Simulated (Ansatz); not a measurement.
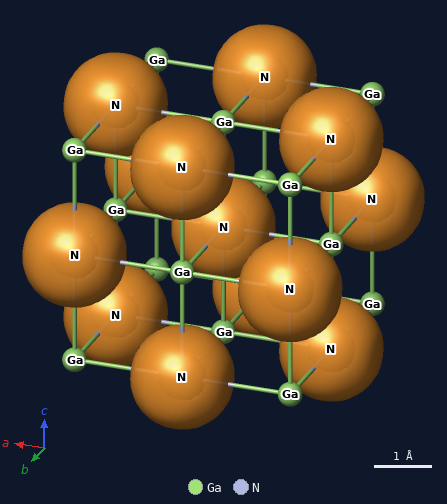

GaN. Isosurface of the electron localisation function at 0.65 (orange), seen at an oblique angle. Core shells and regions of very low density are left out. Sticks mark near contacts.

Space group Fm-3m; a structure from a database of computed crystals, not necessarily the ambient phase; computed pressure about 19 GPa in this cell.

Level of theory: Ansatz 0.2.0, Kohn-Sham DFT of a periodic cell, r2SCAN-EpsX with D3(BJ), Ansatz PAW.

Core electrons are frozen (PAW), and the valence fields are smoothed inside the atomic spheres.

```cif
data_structure
_symmetry_space_group_name_H-M 'P 1'
_symmetry_Int_Tables_number 1
_cell_length_a 4.0923
_cell_length_b 4.0923
_cell_length_c 4.0923
_cell_angle_alpha 90.000
_cell_angle_beta 90.000
_cell_angle_gamma 90.000
_cell_volume 68.53
loop_
_atom_site_label
_atom_site_type_symbol
_atom_site_fract_x
_atom_site_fract_y
_atom_site_fract_z
_atom_site_occupancy
Ga1 Ga 0.00000 0.00000 0.00000 1
Ga2 Ga 0.50000 0.50000 0.00000 1
Ga3 Ga 0.50000 0.00000 0.50000 1
Ga4 Ga 0.00000 0.50000 0.50000 1
N1 N 0.50000 0.00000 0.00000 1
N2 N 0.00000 0.50000 0.00000 1
N3 N 0.00000 0.00000 0.50000 1
N4 N 0.50000 0.50000 0.50000 1
```

Identify the bonds, lone pairs and shells in this picture.

Answer. At this value the surface marks out four regions wrapped around N (the valence shell of each), counted in one cell of 8 atoms. Any copies at cell faces, edges or corners count once.

Values along the shortest contacts:
Ga–N (2.05 Å): the ELF peaks at about 0.85 in the valence shell of N, 0.7 Å from its nucleus, and is about 0.40 at the midpoint.
